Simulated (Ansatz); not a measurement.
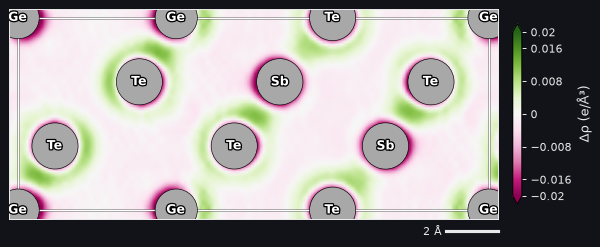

Ge$_{2}$Sb$_{2}$Te$_{5}$. Difference of the valence pseudo-densities of two functionals at the same geometry, on the (110) plane of the calculation cell: one of LDA and r2SCAN less the other.

Space group P-3m1; a structure from a database of computed crystals, not necessarily the ambient phase.

Both computed with Ansatz (plane waves, PAW), on the same k-point mesh. Grey discs cover the atomic cores.

Which was subtracted from which, and what does the map show?

It is r2SCAN less LDA. Against LDA, r2SCAN gives less density around Sb (−0.008 e/Å³ on average at 1.0 Å from the nucleus) and a change of +0.012 e/Å³ at the midpoint of Ge–Te, +0.011 e/Å³ at the midpoint of Sb–Te and +0.008 e/Å³ at the midpoint of Sb–Te.
